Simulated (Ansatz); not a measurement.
System GaAs (space group P6_3/mmc, No. 194); source of the atomic positions: the end point of a relaxation with Ansatz 0.2.0, DFT PBE, scalar-relativistic, plane waves, PAW; the starting structure was generated, so it need not be a known form of this composition.

```
Ga As
1.0
     3.76563    0.00000    0.00000
    -1.88282    3.26113    0.00000
     0.00000    0.00000    6.45277
Ga As
2 2
Direct
  0.00000 0.00000 0.00000
  0.00000 0.00000 0.50000
  0.33333 0.66667 0.25000
  0.66667 0.33333 0.75000
```

Describe the stacking along c, naming the columns A, B, C as they first turn up.

Ga(A) – As(B) – Ga(A) – As(C) (four layers in 6.45 Å).

As layers alone: BC, the hexagonal close-packed type.

Ga: two octahedral sites, counted in one hexagonal cell.

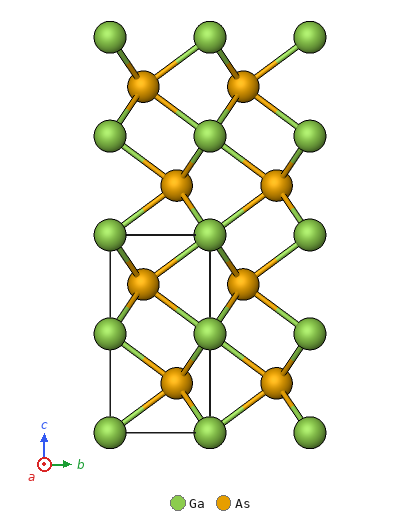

The picture looks along a close-packed row of the hexagonal mesh; c points upwards. Every atom sits on one of the three columns of the mesh; call them A, B, C in the order in which they first turn up. The sequence starts with the first layer at or above the cell's origin.
